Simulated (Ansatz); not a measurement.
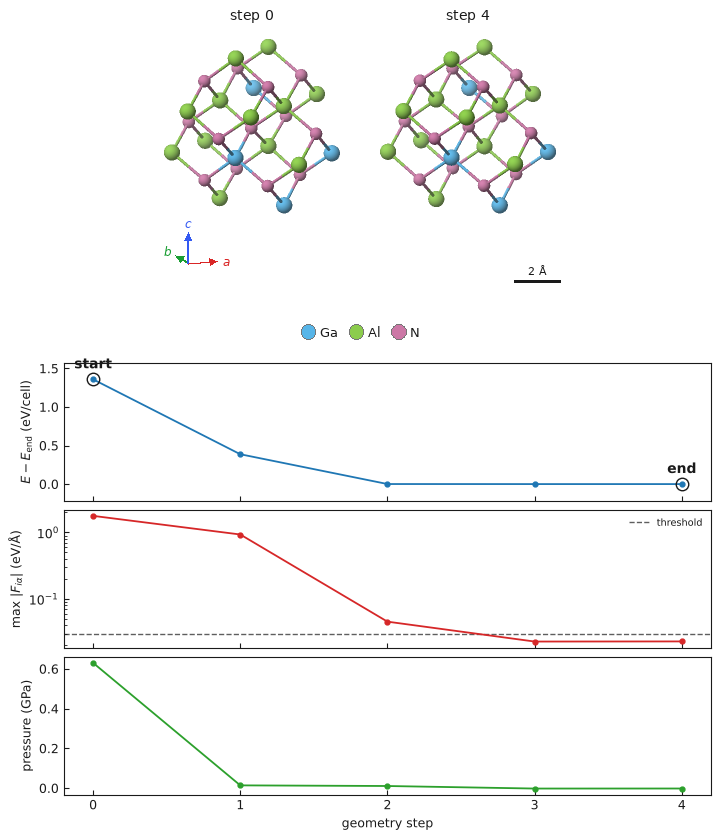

First and last geometry of a relaxation of crystalline Ga8Al24N32 (a generated structure, set up in P1), with the history of the run. The picture is a ball-and-stick view of the atoms within 4.2 Å of the atom that moves most (axes of the cell of the calculation), seen slightly off an axis.

Theory: DFT, PBEsol, PAW, plane waves in Ansatz. Set-up: plane-wave cutoff 420 eV; k-point mesh 1 × 1 × 1; mesh shifted by (0.25, 0.25, 0.25); no spin polarisation; cell relaxed at fixed shape; force threshold 0.03 eV/Å; at most 80 steps.

Did the run converge, and what did it change?

It converged. An N atom moves most: 0.12 Å along [3 2 2]. Largest moves by element: N 0.12 Å, Ga 0.06 Å, Al 0.06 Å. The cell stays as it was. Among the contacts that change: Ga–N 1.842 → 1.952 Å, Al–N 1.985 → 1.894 Å, Al–N 1.969 → 1.904 Å, Ga–N 1.889 → 1.948 Å. Bond angles that change, for instance: Al–N–Al 107.5° → 111.5°, N–Al–N 112.3° → 108.4°, N–Al–N 110.6° → 107.5°. The space group stays P1 (No. 1). The energy falls by 1.358 eV per cell of the calculation in 4 geometry steps. Largest force component: 1.8 eV/Å at the start, 0.023 eV/Å at the end. The pressure goes from 0.63 to 0.00 GPa.

| step | E − E(0), meV/atom | largest force component, eV/Å | pressure, GPa |
| --- | --- | --- | --- |
| 0 | 0.00 | 1.7771 | 0.63 |
| 1 | -15.18 | 0.9323 | 0.01 |
| 2 | -21.22 | 0.0456 | 0.01 |
| 3 | -21.23 | 0.0229 | 0.00 |
| 4 | -21.23 | 0.0230 | 0.00 |
